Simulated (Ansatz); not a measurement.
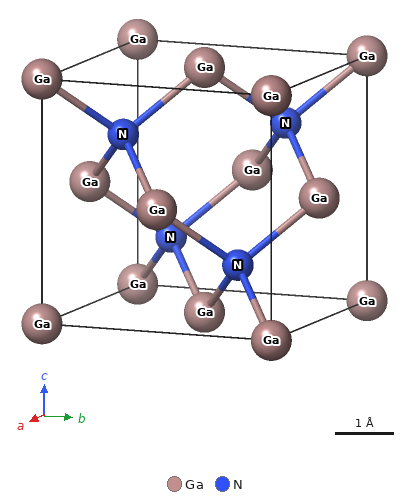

Lattice vibrations of a crystal of GaN relaxed at 25 GPa, space group F-43m (No. 216), at the zone centre. A ball-and-stick model of the conventional cell (4 times the calculation's cell), seen slightly off an axis. Lengths and directions refer to the drawn axes.

Computed with DFT LDA, scalar-relativistic, plane waves, PAW (Ansatz 0.2.0).

Input file:
```yaml
crystal:
  lattice:
    - [0.0, 2.1549849227, 2.1549849227]
    - [2.1549849227, 0.0, 2.1549849227]
    - [2.1549849227, 2.1549849227, 0.0]
  atoms:
    - { symbol: Ga, position: [0.0, 0.0, 0.0] }
    - { symbol: "N", position: [0.75, 0.75, 0.75] }
basis:
  ecutwfc: 420
kpoints:
  mp_grid: { grid: [10, 10, 10] }
hamiltonian:
  xc: lda
scf:
  occupations: { method: fixed }
output:
  eigenvalues: true
phonons:
  method: dfpt
  dielectric: true
  rigid_motions: translations
  eigenvectors: true
```

Command:
```bash
ansatz run input.yaml --threads 1 --pin off --max-ram 3072MiB --backend cpu --events-out ev --progress --plain --runs-dir out
```

Frequencies are those without the non-analytic (LO–TO) term.

List the optical modes.

The calculation's cell holds 2 atoms, so there are 3 optical modes, in 1 level. The optical modes span T₂. No level is unstable.

```csv
level,symmetry,frequency (cm⁻¹),activity
1,T₂,640,infrared- and Raman-active
```

The modes drawn as arrows (one member of each degenerate set):

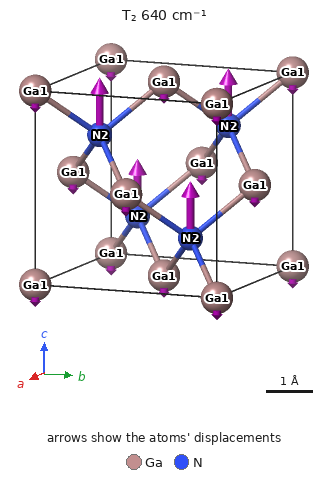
